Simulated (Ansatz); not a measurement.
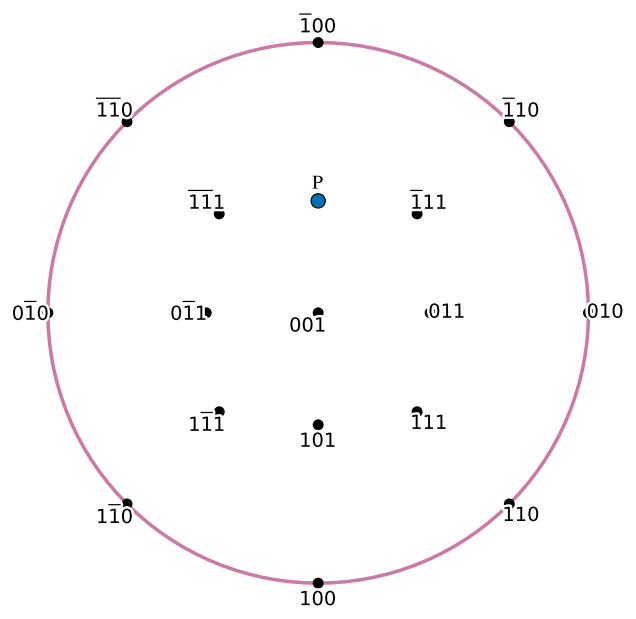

Crystal: Sr, the input geometry of an electronic-structure calculation (not necessarily at equilibrium); the starting structure was generated, so it need not be a known form of this composition. Stereographic projection of plane normals (upper hemisphere) centred on (0 0 1). All values are computed from the atomic coordinates in the standard setting (tolerance 0.002 Å).

a = 9.209 Å, b = 9.209 Å, c = 9.209 Å, α = 90.00°, β = 90.00°, γ = 90.00°.

Q: Index the pole marked P.

A: P is (−1 0 1), 45.0° from the centre.

Q: Which zone does the coloured great circle trace?

A: The zone [0 0 1]: its poles satisfy l = 0.

Q: What is the angle between the normals of (0 1 1) and (−1 1 0), and what are their d_hkl = 1/|g|?

A: 60.0°; d = 6.512 Å and 6.512 Å.
